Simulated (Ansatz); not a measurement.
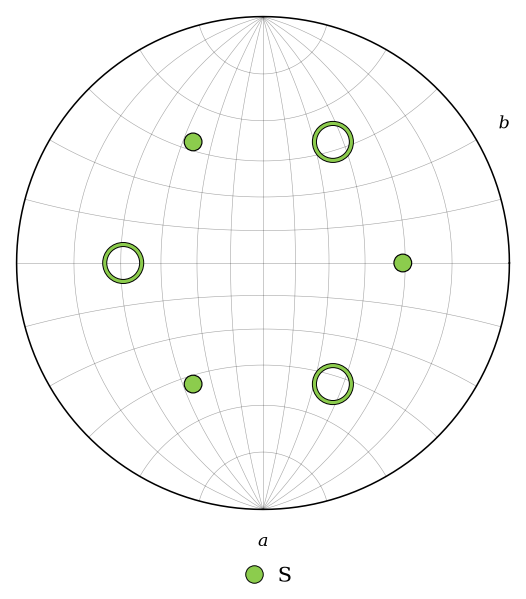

For PtS₂, the geometry relaxed with Ansatz 0.2.0, DFT, r2SCAN+rVV10, plane waves, PAW: directions from one platinum atom at (0, 0, 0) to its bonded neighbours, in stereographic projection down c (filled: above the plane of the page or in it, open: below). Symmetry computed with spglib at a tolerance of 0.002 Å; standard conventional cell.

Neighbours are counted up to 2.94 Å for S.

```yaml
crystal:
  lattice:
    - [3.55264, 0.00000, 0.00000]
    - [-1.77632, 3.07668, 0.00000]
    - [0.00000, 0.00000, 5.12272]
  atoms:
    - { symbol: Pt, position: [0.00000, 0.00000, 0.00000] }
    - { symbol: S, position: [0.66667, 0.33333, 0.76074] }
    - { symbol: S, position: [0.33333, 0.66667, 0.23926] }
```

How many neighbours are there, and at what angles?

Answer. 6: 6 S at 2.39 Å. Angles between bonds: 84° (6×), 96° (6×), 180° (3×).

What is the site's symmetry in the crystal?

Answer. Point group -3m (D3d), order 12: one threefold axis, three twofold axes, three mirror planes, an inversion centre. In No. 164, P-3m1 this is Wyckoff position 1a.
